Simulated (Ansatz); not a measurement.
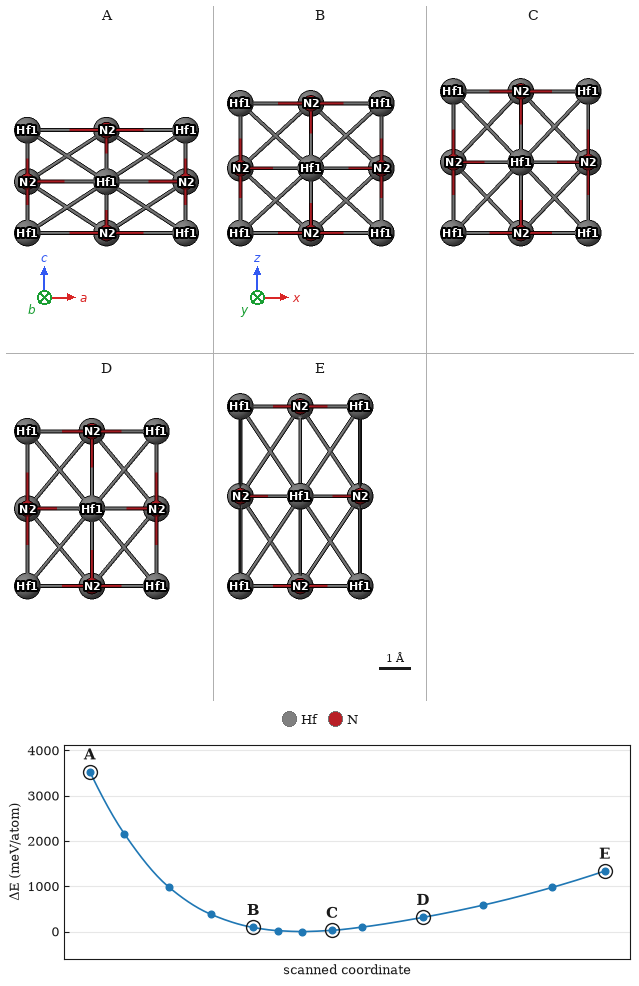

A scan of a crystal of HfN (Fm-3m) along one coordinate. x, y and z are the Cartesian axes of the input. The picture is a ball-and-stick view of the conventional cell (4 times the calculation's cell), seen along the b axis. Lengths and directions refer to the drawn axes.

The calculation used DFT PBEsol, scalar-relativistic, plane waves, PAW (Ansatz). Set-up: plane-wave cutoff 420 eV; k-point mesh 20 × 20 × 20; occupations gaussian; smearing width 0.15 eV; no spin polarisation. Energies (free energies at the smearing named) are counted from the cell as listed in its source, which wasn't relaxed.

**What is being scanned?**

The ratio of the cell's length along z to its lengths across, counted as 1 for the reference, is changed at fixed volume (a tetragonal or Bain path), with the atoms kept at their fractional coordinates. In the frames the relative ratio is 0.65 (A), 0.92 (B), 1.05 (C), 1.20 (D), 1.50 (E). Of the computed points the lowest is at the relative ratio 1.00, 0 meV/atom. At the ends of the scan the energy is 3527 meV/atom (0.65) and 1334 meV/atom (1.50). The unrelaxed reference is under a pressure of −3.0 GPa. The distortion takes the space group from Fm-3m to I4/mmm. At the relative ratio 1.50 the cell of the drawing goes a 4.518 → 3.947 Å, b 4.518 → 3.947 Å, c 4.518 → 5.920 Å.
